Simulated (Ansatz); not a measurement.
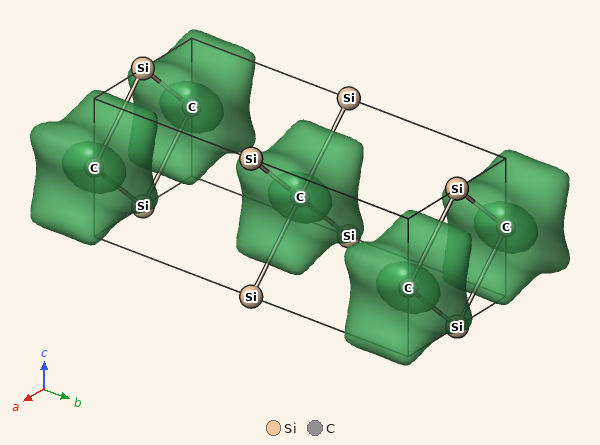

SiC. Isosurface of the electron localisation function at 0.65 (green), seen at an oblique angle. Core shells and regions of very low density are left out. Sticks mark near contacts.

Space group Cmmm; a structure generated by program, which may or may not match a known phase.

Computed with DFT PBE, scalar-relativistic, plane waves, PAW in Ansatz.

Core electrons are frozen (PAW), and the valence fields are smoothed inside the atomic spheres.

> Where are the electrons localised?

The ELF exceeds this value in two regions on C in which the atom's valence shell and bonds are merged, counted in one cell of 4 atoms. Any copies at cell faces, edges or corners count once.

Values along the shortest contacts:
Si–C (1.92 Å): the ELF peaks at about 0.90 between the atoms.

> Metal or insulator at this level of theory?

It is metallic or semimetallic at this level of theory: no gap opens.
